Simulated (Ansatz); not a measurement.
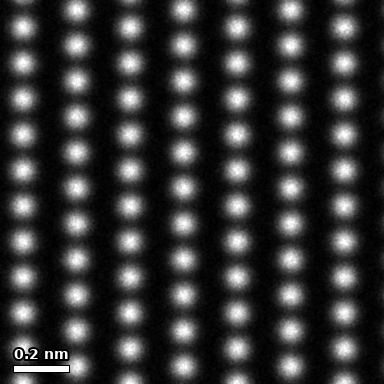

Z-contrast image of a crystal. Simulated incoherent Z contrast: every atom adds Z^1.6 spread by a probe of 0.67 Å full width; channelling and multiple scattering are left out. The probe carries 15 % of its weight in a tail 2.5 times as wide. Shot noise was added.

Q: What two-dimensional lattice does the image show, and how large is its cell?

A: The pattern repeats on a centred rectangular net of 1.3 × 3.9 Å.

Q: What is the plane group of the image?

A: c2mm: perpendicular mirror lines on a centred net, with further twofold points between them.

Q: How many columns does the smallest repeating cell hold, and how many levels of brightness?

A: 1 column in the primitive cell of 2.5 Å², all of one brightness.

The crystal is Ta (Pm-3m, No. 221) seen along [221]. Atomic positions: a calculation's starting geometry; the starting structure was generated, so it need not be a known form of this composition.
